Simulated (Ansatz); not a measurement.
CO

The calculation's input:

```
crystal:
  lattice:
    - [2.4978715652, 0.0, 0.0]
    - [0.0, 2.4978715652, 0.0]
    - [0.0, 0.0, 2.4978715652]
  atoms:
    - { symbol: C, position: [0.0, 0.0, 0.0] }
    - { symbol: O, position: [0.5, 0.5, 0.5] }
basis:
  ecutwfc: 420
kpoints:
  mp_grid: { grid: [22, 22, 22] }
hamiltonian:
  xc: pbe
scf:
  occupations: { method: gaussian, width: 0.1 }
output:
  forces: true
  stress: true
  eigenvalues: true
  write_density: true
  write_potential: true
  elf: true
  volumetric_format: npy
relax:
  adjacent_minimum: "off"
  f_tol: 0.01
  max_steps: 80
  cell: { stress_tol: 0.05 }
```

Run with:

```sh
ansatz run input.yaml --threads 1 --pin off --max-ram 2560MiB --backend cpu --events-out ev --progress --plain --runs-dir out
```

Below, planes, directions and counts refer to the conventional cell (a = 2.50 Å, b = 2.50 Å, c = 2.50 Å, α = 90.00°, β = 90.00°, γ = 90.00°).

The fields are those of the relaxed geometry.

Space group Pm-3m; started from the caesium chloride_221 prototype, which need not be the ambient phase.

Computed with DFT PBE, scalar-relativistic, plane waves, PAW (Ansatz 0.2.0).

In a PAW calculation such maps are meaningful between the atoms, not at the nuclei.

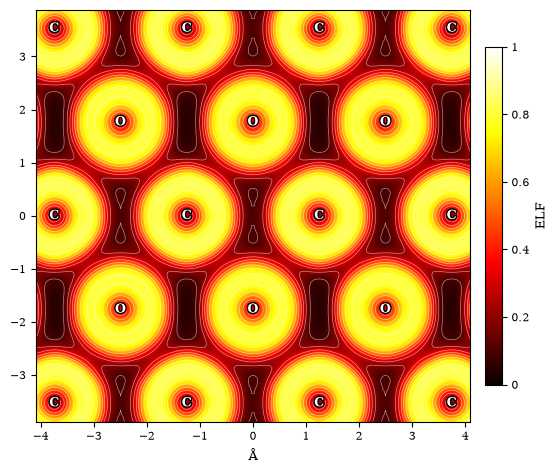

Figure 1. ELF on the (011) plane of the conventional cell.

### Read the bonding off the picture.

The plane passes through C and O nuclei.
C–O (2.16 Å): the ELF peaks at about 0.85 in the valence shell of C, 0.6 Å from its nucleus, and drops to about 0.25 between the two atoms.

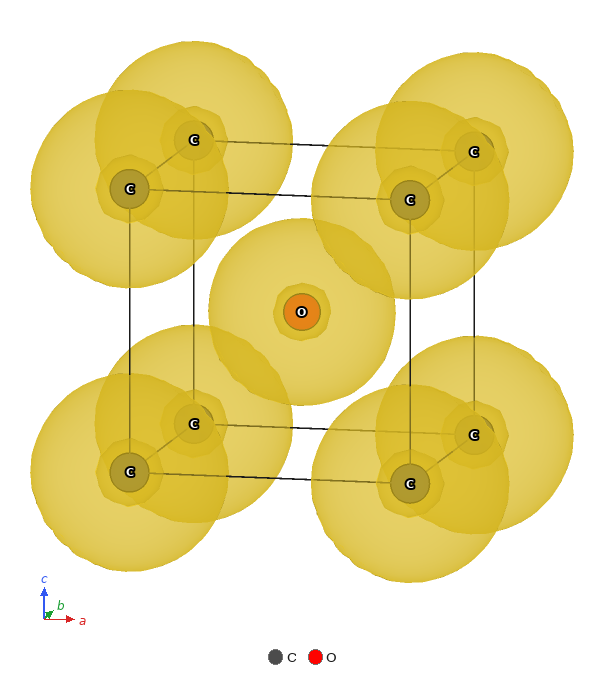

Figure 2. Isosurface of the electron localisation function at 0.6 (yellow), seen slightly off an axis. Core shells and regions of very low density are left out.

### What do the ELF domains correspond to?

The ELF exceeds this value in one region wrapped around C (its valence shell) and one region wrapped around O (its valence shell), counted in one cell of 2 atoms. Any copies at cell faces, edges or corners count once.

### Does the calculation give a band gap?

It is gapless in this calculation (a metal or semimetal).
